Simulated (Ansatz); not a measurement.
# Run report: Al, geometry relaxation (part 1 of 2)

The run: geometry relaxation of Al (defect cell, 26 atoms in the cell). Method and program: DFT PBE, scalar-relativistic, plane waves, PAW, no spin polarisation (Ansatz 0.2.0).

The structure derives from a Materials Project entry. It belongs to a series of runs on one base structure; here: Al vacancy (site a), charge +0, atoms relaxed at the host's cell.

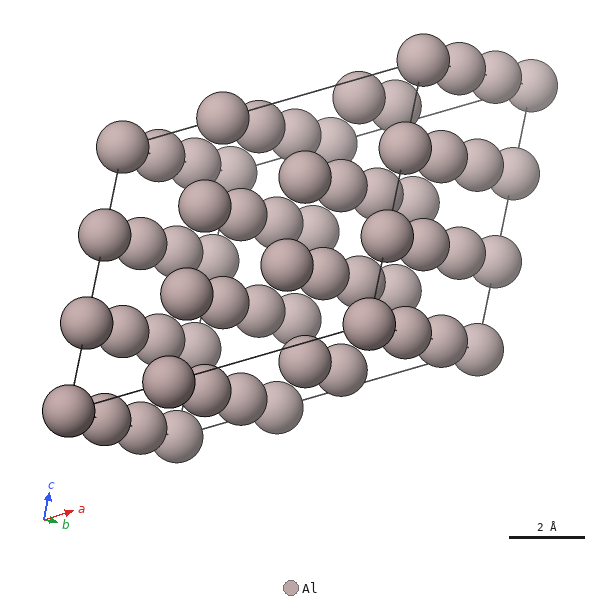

**Figure 1.** The starting structure (spheres-only view of the cell of the calculation, seen at an oblique angle).

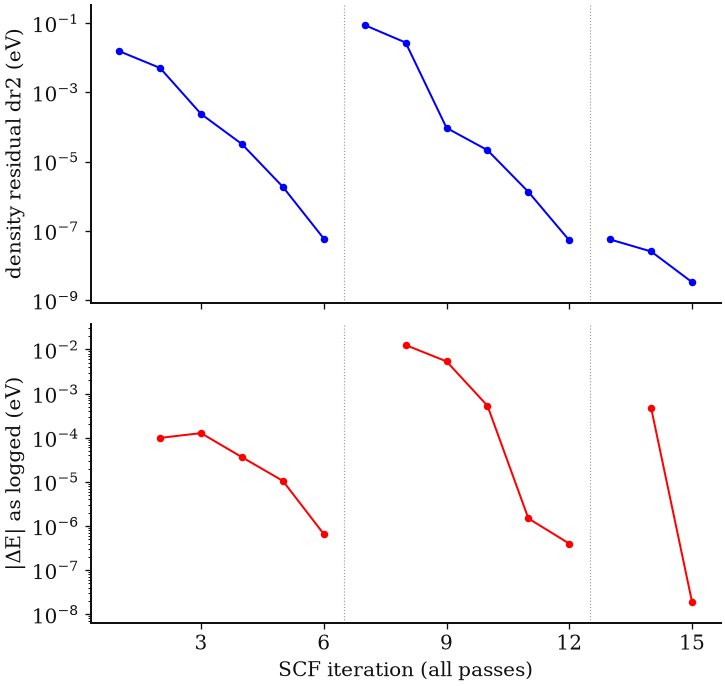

**Figure 2.** Convergence of the self-consistent field: density residual dr2 and size of the energy change against the SCF iteration. The dotted lines part the SCF passes of the relaxation: geometry steps, rejected trials and re-solves on a re-selected basis. The passes take 6, 6 and 3 iterations.

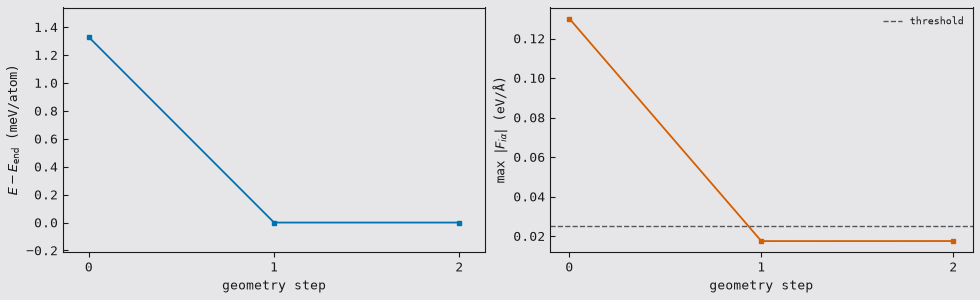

**Figure 3.** Progress of the relaxation, step by step (the first geometry is step 0 here and step 1 in the log).

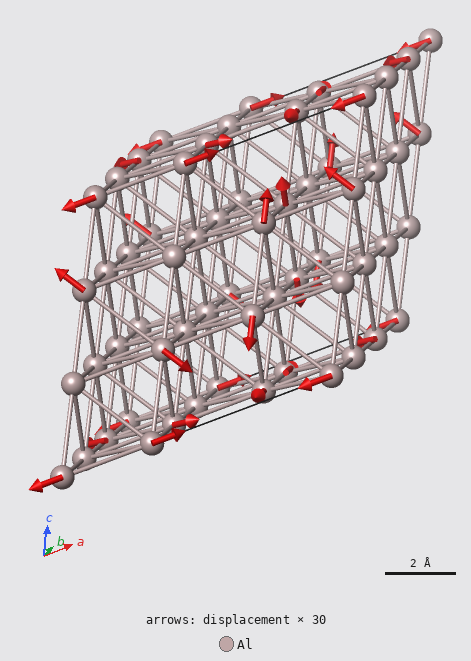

**Figure 4.** The starting structure with the displacements as red arrows, magnified 30 times (ball-and-stick view of the cell of the calculation, seen slightly off an axis). After 2 geometry steps the energy has fallen by 1.3 meV per atom. The largest force component goes from 0.13 to 0.018 eV/Å. The largest moves, 0.036 Å, are those of 12 atoms (Al1, Al2, Al3, Al4 and others). The cell stays as it was. Among the contacts that change: Al10–Al20 2.858 → 2.930 Å, Al10–Al15 2.858 → 2.822 Å, Al10–Al11 2.858 → 2.876 Å, Al11–Al12 2.858 → 2.864 Å. (Atoms are counted from 1 in the order of the input.)

The input and output of the run follow.

**The input**
```yaml
crystal:
  lattice:
    - [-6.0624313445, -6.0624313445, 0.0]
    - [0.0, -6.0624313445, 6.0624313445]
    - [-6.0624313445, 0.0, 6.0624313445]
  atoms:
    - { symbol: Al, position: [0.3333333333, 0.0, 0.0] }
    - { symbol: Al, position: [0.0, 0.0, 0.0] }
    - { symbol: Al, position: [0.6666666667, 0.3333333333, 0.0] }
    - { symbol: Al, position: [0.3333333333, 0.3333333333, 0.0] }
    - { symbol: Al, position: [0.0, 0.3333333333, 0.0] }
    - { symbol: Al, position: [0.6666666667, 0.6666666667, 0.0] }
    - { symbol: Al, position: [0.3333333333, 0.6666666667, 0.0] }
    - { symbol: Al, position: [0.0, 0.6666666667, 0.0] }
    - { symbol: Al, position: [0.6666666667, 0.0, 0.3333333333] }
    - { symbol: Al, position: [0.3333333333, 0.0, 0.3333333333] }
    - { symbol: Al, position: [0.0, 0.0, 0.3333333333] }
    - { symbol: Al, position: [0.6666666667, 0.3333333333, 0.3333333333] }
    - { symbol: Al, position: [0.3333333333, 0.3333333333, 0.3333333333] }
    - { symbol: Al, position: [0.0, 0.3333333333, 0.3333333333] }
    - { symbol: Al, position: [0.6666666667, 0.6666666667, 0.3333333333] }
    - { symbol: Al, position: [0.3333333333, 0.6666666667, 0.3333333333] }
    - { symbol: Al, position: [1.0, 0.6666666667, 0.3333333333] }
    - { symbol: Al, position: [0.6666666667, 0.0, 0.6666666667] }
    - { symbol: Al, position: [0.3333333333, 0.0, 0.6666666667] }
    - { symbol: Al, position: [0.0, 0.0, 0.6666666667] }
    - { symbol: Al, position: [0.6666666667, 0.3333333333, 0.6666666667] }
    - { symbol: Al, position: [0.3333333333, 0.3333333333, 0.6666666667] }
    - { symbol: Al, position: [1.0, 0.3333333333, 0.6666666667] }
    - { symbol: Al, position: [0.6666666667, 0.6666666667, 0.6666666667] }
    - { symbol: Al, position: [0.3333333333, 0.6666666667, 0.6666666667] }
    - { symbol: Al, position: [0.0, 0.6666666667, 0.6666666667] }
basis:
  ecutwfc: 420
  xc_grid: 2
kpoints:
  mp_grid: { grid: [6, 6, 6], shift: [0.0, 0.0, 0.0] }
hamiltonian:
  xc: pbe
scf:
  occupations: { method: gaussian, width: 0.1 }
output:
  forces: true
  stress: false
  eigenvalues: true
relax:
  adjacent_minimum: "off"
  f_tol: 0.025
  max_steps: 45
```

Launched with:
```bash
ansatz run input.yaml --threads 4 --pin off --max-ram 8192MiB --backend cpu --events-out ev --progress --plain --runs-dir out
```

**The program's output**
```
Engine: ansatz 0.2.0, x86_64-unknown-linux-gnu
Pseudopotentials: kind: paw
Pseudopotential: Al, paw, valence charge 3, recommended cutoff 420 eV (normal), Al.paw.azcp
Functional definition: PBE
  parameter kappa = 0.804
  parameter beta = 0.06672455060314922
  exchange = pbe_x(kappa = kappa, mu = beta*pi^2/3)
  correlation = pbe_c(beta = beta)
Crystal: 26 atoms, lattice volume = 445.626 Å³
Basis set: ecut = 420 eV, 8657 PW (Γ), exchange–correlation on 120×120×120 points (8 copies of the dense FFT grid, shifted against one another)
Bands: 65, of which v1, the nominal top of the filled ones, is band 39 counted from 1 (38 counted from 0)
Symmetry: 48 space group operations
Space group: Fm-3m (ITA 225), of the structure as read, at distance tolerance 7.6e-5 Å
k-points: 16 of 216
Non-local potential: Al, projectors of the file, l = 0: 2, l = 1: 2, l = 2: 1
PAW form: soft (Blöchl's): semilocal exchange-correlation on the pseudo side does not see the compensation charge
PAW one-centre angular grid: Al, 110 points (default); XC on 64 Gauss nodes
Initial density: superposition of atomic densities (neutral atoms: chi_scale 0, normalization atom), corrected by the library's trained network
Initial wavefunctions: pseudopotential atomic-orbital guess
Functional: x = pbe(κ = 0.804, μ = 0.2195149727645171), c = pbe(β = 0.06672455060314922)
SCF iter   1: F=—  HF=-13974.282664 eV  |F-HF|=—  |Δ(HF+E_count)|=         —  Δρ=1.01e-3  dr2=1.53e-2  ethr=1.77e-3  ⟨swp⟩=7.8  Hψ=5368  notcnv=0  defer=8
preconditioner: auto → Kerker (q_TF=auto, 2.041 Å⁻¹)  [metal: Δε(μ)=0.044 eV  Ē_g=6.604 eV  σ=0.100 eV  W_gap=0.25  n_scr=58 (ndim 8)  ℏωp=15.5 eV  f_vac=0.000  D(μ)=11.98/eV (n_scr^D=64)]
SCF iter   2: F=—  HF=-13974.282763 eV  |F-HF|=—  |Δ(HF+E_count)|=   9.90e-5  Δρ=6.28e-4  dr2=5.01e-3  ethr=1.96e-5  ⟨swp⟩=2.0  Hψ=1800  notcnv=0  defer=14
SCF iter   3: F=—  HF=-13974.282891 eV  |F-HF|=—  |Δ(HF+E_count)|=   1.27e-4  Δρ=1.19e-4  dr2=2.36e-4  ethr=6.43e-6  ⟨swp⟩=2.1  Hψ=1194  notcnv=0  defer=14
SCF iter   4: F=—  HF=-13974.282927 eV  |F-HF|=—  |Δ(HF+E_count)|=   3.62e-5  Δρ=4.77e-5  dr2=3.19e-5  ethr=3.02e-7  ⟨swp⟩=2.0  Hψ=1185  notcnv=0  defer=14
iter 5 did not close the SCF: its close was put off for the readings that it lacked (scf_convergence_deferred on its scf_iter line)
SCF iter   5: F=-13974.282938 eV  HF=-13974.282937 eV  |F-HF|=4.28e-7  |Δ(HF+E_count)|=   1.05e-5  Δρ=1.41e-5  dr2=1.86e-6  ethr=4.08e-8  ⟨swp⟩=2.0  Hψ=1322  notcnv=0  defer=14
SCF iter   6: F=-13974.282938 eV  HF=-13974.282938 eV  |F-HF|=1.00e-9  |Δ(HF+E_count)|=   6.56e-7  Δρ=2.78e-6  dr2=5.98e-8  ethr=2.39e-9  ⟨swp⟩=12.4  Hψ=4906  notcnv=0
SCF 1 converged in 6 iterations: F = -13974.282938 eV  dr2 = 5.98e-8
  greatest PAW one-centre occupation: 0.448 electrons in one spin orbital (limit 2), on the Al atom at site 7 (counted from 0), in its partial waves of l = 0
relax step   1: F+E_penalty+E_count = -13974.28293793 eV  Δ(F+E_penalty+E_count) = +0.000e0 eV  max|allowed force component| = 1.301e-1 eV/Å  Δτ_max = 0.0000 Å  (6 SCF iters, dr2 threshold 1.56e-5 eV, accepted)
Initial density: handed on by an earlier stage of this run
Initial wavefunctions: those handed on with the density
iter 1 solved again at ethr=1.08e-4 eV; its pass at ethr=3.10e-3 eV (dr2=8.42e-2 eV) is discarded
SCF iter   1: F=—  HF=-13974.334879 eV  |F-HF|=—  |Δ(HF+E_count)|=         —  Δρ=1.77e-3  dr2=8.64e-2  ethr=1.08e-4  ⟨swp⟩=1.0  Hψ=3198  notcnv=0  defer=248
preconditioner: auto → Kerker (q_TF=auto, 2.041 Å⁻¹)  [metal: Δε(μ)=0.069 eV  Ē_g=6.596 eV  σ=0.100 eV  W_gap=0.34  n_scr=58 (ndim 8)  ℏωp=15.5 eV  f_vac=0.000  D(μ)=12.06/eV (n_scr^D=64)]
SCF iter   2: F=—  HF=-13974.322308 eV  |F-HF|=—  |Δ(HF+E_count)|=   1.26e-2  Δρ=9.93e-4  dr2=2.71e-2  ethr=1.08e-4  ⟨swp⟩=1.0  Hψ=791  notcnv=0  defer=248
SCF iter   3: F=—  HF=-13974.316943 eV  |F-HF|=—  |Δ(HF+E_count)|=   5.36e-3  Δρ=1.14e-4  dr2=9.34e-5  ethr=3.47e-5  ⟨swp⟩=2.2  Hψ=1154  notcnv=0  defer=248
SCF iter   4: F=—  HF=-13974.317472 eV  |F-HF|=—  |Δ(HF+E_count)|=   5.29e-4  Δρ=3.26e-5  dr2=2.13e-5  ethr=1.20e-7  ⟨swp⟩=2.0  Hψ=1440  notcnv=0  defer=248
SCF iter   5: F=—  HF=-13974.317471 eV  |F-HF|=—  |Δ(HF+E_count)|=   1.48e-6  Δρ=1.13e-5  dr2=1.33e-6  ethr=2.72e-8  ⟨swp⟩=2.0  Hψ=1199  notcnv=0  defer=248
SCF iter   6: F=-13974.317471 eV  HF=-13974.317471 eV  |F-HF|=1.41e-8  |Δ(HF+E_count)|=   3.97e-7  Δρ=2.34e-6  dr2=5.30e-8  ethr=1.36e-9  ⟨swp⟩=14.1  Hψ=5757  notcnv=0
SCF 2 converged in 6 iterations: F = -13974.317471 eV  dr2 = 5.30e-8
  greatest PAW one-centre occupation: 0.448 electrons in one spin orbital (limit 2), on the Al atom at site 20 (counted from 0), in its partial waves of l = 0
relax step   2: F+E_penalty+E_count = -13974.31747094 eV  Δ(F+E_penalty+E_count) = -3.453e-2 eV  max|allowed force component| = 1.749e-2 eV/Å  Δτ_max = 0.0361 Å  (6 SCF iters, dr2 threshold 1.06e-6 eV, accepted)
iter 1 solved again at ethr=7.24e-11 eV; its pass at ethr=3.10e-3 eV (dr2=5.65e-8 eV) is discarded
SCF iter   1: F=—  HF=-13974.317003 eV  |F-HF|=—  |Δ(HF+E_count)|=         —  Δρ=2.34e-6  dr2=5.63e-8  ethr=7.24e-11  ⟨swp⟩=1.0  Hψ=2528  notcnv=0
preconditioner: auto → Kerker (q_TF=auto, 2.041 Å⁻¹)  [metal: Δε(μ)=0.032 eV  Ē_g=6.596 eV  σ=0.100 eV  W_gap=0.18  n_scr=58 (ndim 8)  ℏωp=15.5 eV  f_vac=0.000  D(μ)=12.11/eV (n_scr^D=64)]
SCF iter   2: F=—  HF=-13974.317471 eV  |F-HF|=—  |Δ(HF+E_count)|=   4.68e-4  Δρ=1.67e-6  dr2=2.54e-8  ethr=7.22e-11  ⟨swp⟩=4.1  Hψ=2959  notcnv=0
SCF iter   3: F=-13974.317471 eV  HF=-13974.317471 eV  |F-HF|=1.45e-9  |Δ(HF+E_count)|=   1.88e-8  Δρ=5.89e-7  dr2=3.30e-9  ethr=3.25e-11  ⟨swp⟩=2.1  Hψ=2884  notcnv=0
SCF 3 converged in 3 iterations: F = -13974.317471 eV  dr2 = 3.30e-9
relax step   3: F+E_penalty+E_count = -13974.31747096 eV  Δ(F+E_penalty+E_count) = -2.300e-8 eV  max|allowed force component| = 1.752e-2 eV/Å  Δτ_max = 0.0000 Å  (3 SCF iters, accepted)
SCF converged after 3 iterations
Free energy (F): -13974.317471 eV
Harris-Foulkes:  -13974.317471 eV  (|F-HF|=1.45e-9)
Internal energy: -13974.256909 eV  (E = F + TS)
E sigma→0 (E₀):  -13974.287190 eV
Entropy (-TS):   -0.060562 eV (-2.329 meV/atom)
Fermi energy:    7.486379 eV
--- Per-component energies (eV) ---
  E_band       = 246.811779
  E_kinetic    = 584.025188
  E_local      = 202.435493  (includes V_loc(G=0)·N_el)
  E_nonlocal   = 268.534724
  E_hartree    = 17.045204
  E_xc         = -1028.891362
  E_vxc        = -747.404726  (∫ρ·V_xc dr)
  E_paw        = -12150.394961  (= ΣΔE_a)
  E_vpaw       = -94.869534  (= ΣTr[D̂ρ^β])
  E_aug_tail   = -0.000057  (compensation charges beyond the density's cutoff)
  E_ewald      = -1867.011138
  E_smearing   = -0.060562  (= −TS)
  E_closure    = -0.000000  (closes the sum)
  Σ components = -13974.317471   (vs F -13974.317471, Δ=0.00e0)
```
